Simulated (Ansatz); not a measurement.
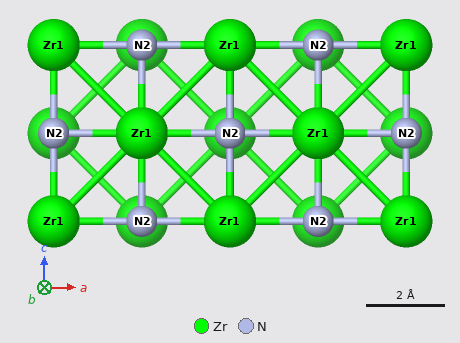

Crystalline ZrN (set up in Fm-3m), before the relaxation. A ball-and-stick model of the conventional cell (4 times the calculation's cell), repeated 2 × 1 × 1 with one cell outlined, seen along the b axis. Lengths and directions refer to the drawn axes.

Case: relaxed at 20 GPa.

These are results of DFT PBEsol, scalar-relativistic, plane waves, PAW (Ansatz), not measurements.

The input:
```yaml
crystal:
  lattice:
    - [0.0, 2.2765405735, 2.2765405735]
    - [2.2765405735, 0.0, 2.2765405735]
    - [2.2765405735, 2.2765405735, 0.0]
  atoms:
    - { symbol: Zr, position: [0.0, 0.0, 0.0] }
    - { symbol: "N", position: [0.5, 0.5, 0.5] }
basis:
  ecutwfc: 420
kpoints:
  mp_grid: { grid: [16, 16, 16] }
hamiltonian:
  xc: pbesol
scf:
  occupations: { method: fermi_dirac, width: 0.15 }
output:
  forces: true
  stress: true
  eigenvalues: true
relax:
  adjacent_minimum: "off"
  f_tol: 0.001
  max_steps: 60
  cell: { stress_tol: 0.02, p_target: 20.0 }
```

Launched with:
```bash
ansatz run input.yaml --threads 1 --pin off --max-ram 3072MiB --backend cpu --events-out ev --progress --plain --runs-dir out
```

Question: What does the optimiser find from here?

Answer: The atoms keep their places relative to the cell (all moves are under 0.005 Å). Cell: a = b = c 4.553 → 4.456 Å (−2.1 %). Volume −6.3 %. Some distances before and after: Zr1–Zr1 3.220 → 3.151 Å, Zr1–N2 2.277 → 2.228 Å. The space group stays Fm-3m (No. 225). The energy rises by 87.3 meV per cell of the calculation in 5 accepted moves (7 points after the start). With the target pressure of 20 GPa, the enthalpy E + pV changes by −97.6 meV per cell of the calculation. All forces vanish by symmetry, so only the cell relaxes. Pressure: 0.00 GPa at the start and 20.00 GPa at the end. The SCF was repeated twice at an unchanged geometry on a basis and grid sized afresh for the cell, which shifted the energy by 2.7 meV per cell of the calculation at most.

After the run, drawn alike:

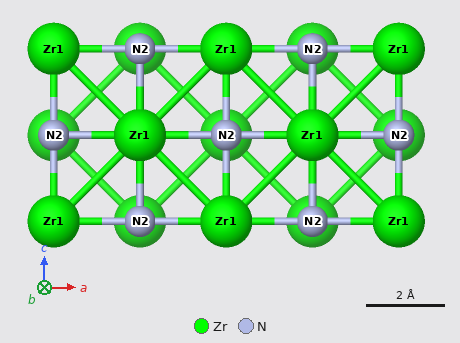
